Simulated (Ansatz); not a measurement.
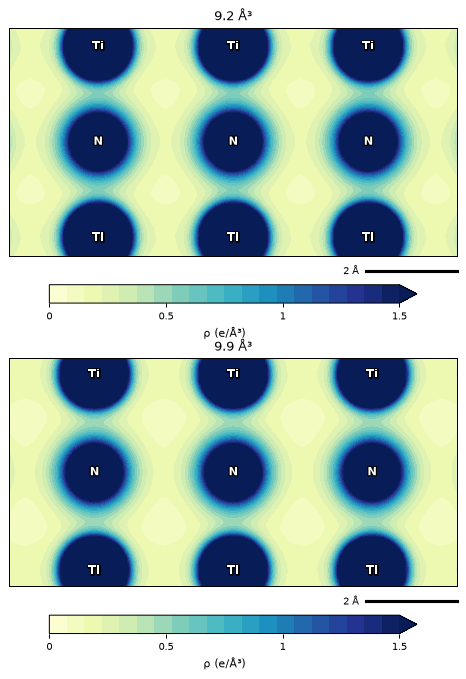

TiN. The valence electron density of cells scaled evenly to different volumes (given per atom above each panel), on the (11̄0) plane of each (indices in the axes of the cell below), at one length scale and on one colour scale.

Computed without spin polarisation.

Method: DFT, PBEsol, PAW with Ansatz's default frozen-core files, scalar-relativistic (Ansatz).

The density is the valence pseudo-density of a PAW calculation; it isn't the true density close to the nuclei.

The largest cell:

```
Ti N
1.0
     0.00000    2.14992    2.14992
     2.14992    0.00000    2.14992
     2.14992    2.14992    0.00000
Ti N
1 1
Direct
  0.00000 0.00000 0.00000
  0.50000 0.50000 0.50000
```

| volume (Å³/atom) | Ti–N contact in the plane (Å) | ρ at its midpoint (e/Å³) | pressure (GPa) | 
| --- | --- | --- | --- |
| 9.17 | 2.093 | 0.539 | 3.8 | 
| 9.56 | 2.122 | ? | ? | 
| 9.94 | 2.150 | 0.481 | −17.6 | 

Question: Estimate the missing row, and compare with the calculation.

Answer: Over the known rows ln ρ falls by 2.00 per Å of Ti–N distance (the line through the two), which gives 0.509 e/Å³ at 2.122 Å; the calculation gives 0.510 e/Å³. For the pressure, a straight line in volume between the neighbouring rows gives −7.0 GPa; the calculation gives −8.1, lower because pressure rises ever faster on compression.
